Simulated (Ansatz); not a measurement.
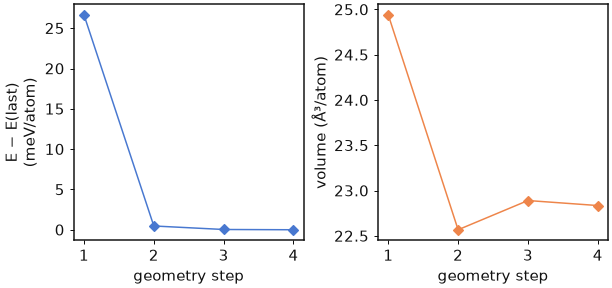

History of a geometry optimisation. AgBr (Fm-3m, 2 atoms in the cell); DFT, PBEsol, plane waves, PAW in Ansatz 0.2.0; cutoff 420 eV, 8×8×8 k-mesh, Fermi–Dirac smearing of 0.02 eV. Atoms and cell relax. A closing SCF on a freshly chosen basis isn't drawn.

The optimisation met its thresholds at geometry 4, counting the start as the first. The energy fell by about 27 meV/atom from the first step to the last. All forces vanish by symmetry, so only the cell moves. The volume shrinks from 24.9 to 22.8 Å³ per atom (−8 %), overshooting to 22.6 at step 2.
